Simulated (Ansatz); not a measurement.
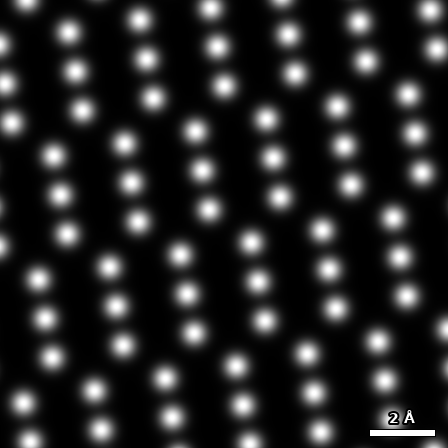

HAADF-like image of a crystal. Simulated incoherent Z contrast: every atom adds Z^1.7 spread by a probe of 0.60 Å full width; channelling and multiple scattering are left out. The probe carries 15 % of its weight in a tail 2.5 times as wide.

> What two-dimensional lattice does the image show, and how large is its cell?

The pattern repeats on a centred rectangular net of 2.2 × 7.4 Å.

> What is the plane group of the image?

c2mm: perpendicular mirror lines on a centred net, with further twofold points between them.

> How many columns does the smallest repeating cell hold, and how many levels of brightness?

3 columns in the primitive cell of 8.4 Å², all of one brightness.

The crystal is Rh (P6/mmm, No. 191) seen along [101]. Model: a calculation's starting geometry; the starting structure was generated, so it need not be a known form of this composition.
